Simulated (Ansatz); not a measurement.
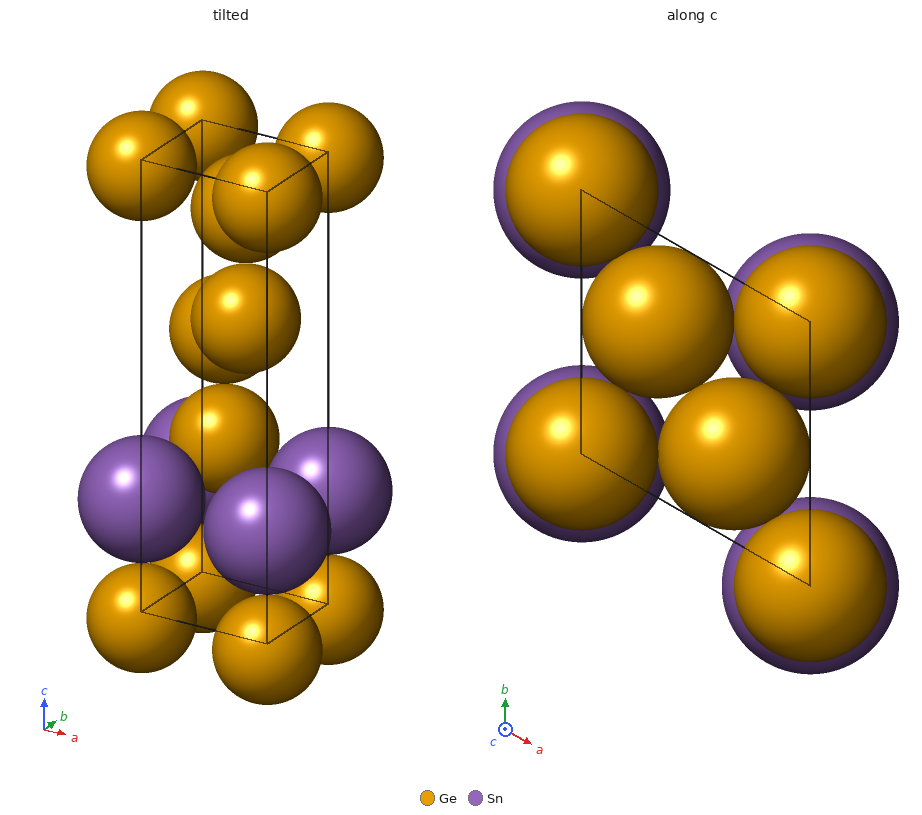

The image is a space-filling drawing of a crystal, viewed slightly off an axis and along the c axis. The lines enclose the conventional unit cell; boundary atoms appear with their images.

SnGe$_{5}$, space group P3m1 (No. 156), a = 4.139 Å, b = 4.139 Å, c = 10.073 Å, α = 90.00°, β = 90.00°, γ = 120.00°. Provenance: a structure type filled with these elements by a generator (whether the compound takes this form wasn't checked). Earlier steps of the study, as a rule a relaxation of our own, may have changed the cell and positions, so they can lie some per cent off the listed ones. Ansatz was used for an electronic-structure calculation on it.

This one geometry was computed with Ansatz (DFT, plane waves, PAW) at three levels of theory: PBE with spin-orbit coupling, r2SCAN and PBE. It was relaxed beforehand with r2SCAN.

**Which level gives the highest pressure at this volume, and what does that say about its equilibrium volume?**

Highest: PBE with spin-orbit coupling (2.4 GPa) and PBE (2.4 GPa), which points to the largest equilibrium volume. Lowest, with the smallest volume: r2SCAN (-0.2 GPa). Levels within 0.5 GPa of each other can't be told apart.

**How does the band gap change with the level of theory?**

All levels give a metal.

**Collect the results in a table.**

| level | cutoff (eV) | k-mesh of the run's cell | gap (eV) | pressure (GPa) |
| --- | --- | --- | --- | --- |
| PBE with spin-orbit coupling | 420 | 12×12×4 | metal | 2.4 |
| r2SCAN | 500 | 12×12×4 | metal | -0.2 |
| PBE | 420 | 12×12×4 | metal | 2.4 |

Gaps are taken on the k-mesh or band path of each run.
